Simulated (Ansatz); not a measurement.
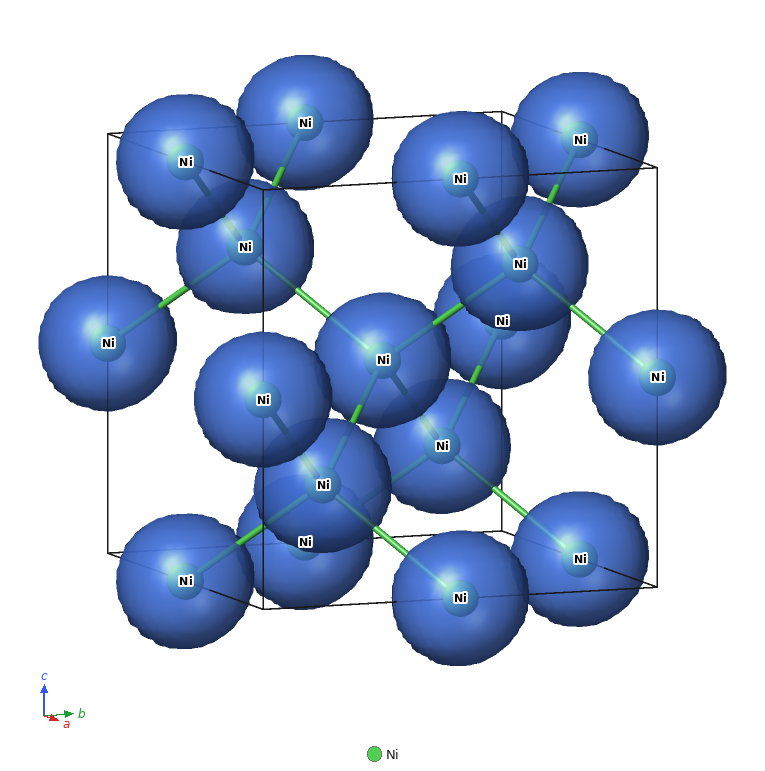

*Ni. Isosurface of the valence pseudo-density at 1 e/Å³ (blue), seen slightly off an axis. Sticks mark near contacts.*

Space group Fd-3m; set up as Ni, diamond; a generated structure, not necessarily the stable one; changed on purpose from its base cell (volume × 0.96); computed pressure about 4 GPa in this cell; computed without spin polarisation.

Method: DFT, revPBE, plane waves (420 eV) with PAW, scalar-relativistic (Ansatz).

The density is the valence pseudo-density of a PAW calculation; it isn't the true density close to the nuclei.

> How is the density connected at this value?

At this value the density breaks into separate islands; it holds about 85 % of the electrons treated as valence (semicore included). It bridges none of the near contacts. It is pinched off along the shortest Ni–Ni (2.20 Å) contacts. On the grid the lowest density along these lines, outside the cores, is 0.55 e/Å³ (Ni–Ni, 2.20 Å).

> Does the calculation give a band gap?

It is gapless in this calculation (a metal or semimetal).
